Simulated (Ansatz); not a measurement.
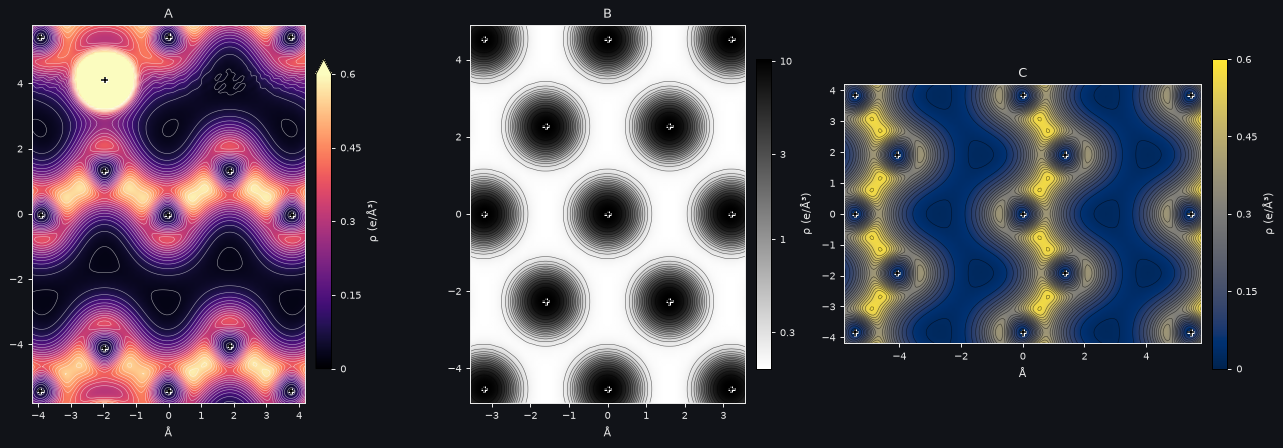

The valence pseudo-density of 3 systems, each on a plane through atoms (crosses mark nuclei in the plane).

These are results of Ansatz, DFT PBEsol, scalar-relativistic, plane waves, PAW, not measurements.

System 1: Si, the (101) plane of the conventional cell. Space group Fd-3m; a structure from a database of computed crystals, not necessarily the ambient phase.

```
Si
1.0
     5.43383    0.00000    0.00000
     0.00000    5.43383    0.00000
     0.00000    0.00000    5.43383
Si
8
Cartesian
  1.3585 1.3585 1.3585
  4.0754 4.0754 1.3585
  4.0754 1.3585 4.0754
  1.3585 4.0754 4.0754
  0.0000 0.0000 0.0000
  2.7169 2.7169 0.0000
  2.7169 0.0000 2.7169
  0.0000 2.7169 2.7169
```

System 2: Ti, the (101) plane of the conventional cell. Space group Im-3m; computed without spin polarisation.

System 3: CoSi$_{16}$ (cell with a defect), the (011̄) plane of the calculation cell. Spin-polarised.

```
Si Co
1.0
     0.00000    5.43383   -5.43383
     5.43383    5.43383    0.00000
     5.43383    0.00000   -5.43383
Si Co
16 1
Cartesian
  1.3878 1.3948 -1.3802
  4.0457 4.0545 -1.3772
  1.3864 4.0525 -4.0373
  4.0605 6.8134 -4.0529
  4.1099 1.3267 -4.1058
  6.7908 4.0791 -4.0458
  4.0566 4.0823 -6.7823
  6.7909 6.8166 -6.7849
  5.4278 5.4471 -2.6924
  2.7658 2.6776 -2.7548
  5.4285 8.1729 -5.4193
  2.6999 5.4467 -5.4185
  8.1410 5.4173 -5.4459
  5.4553 2.7276 -5.4476
  8.1463 8.1620 -8.1352
  5.4538 5.4176 -8.1380
  5.4957 10.8153 -5.4869
```

Which map belongs to which system?

Answer. Panel A is system 3, CoSi$_{16}$: the plane holds Si and Co. Si–Si (2.33 Å): ρ is about 0.57 e/Å³ halfway. Panel B is system 2, Ti: the plane holds Ti. Ti–Ti (2.78 Å): ρ at the midpoint is about 0.2 e/Å³. Panel C is system 1, Si: the plane holds Si. Si–Si (2.35 Å): ρ at the midpoint is about 0.56 e/Å³.
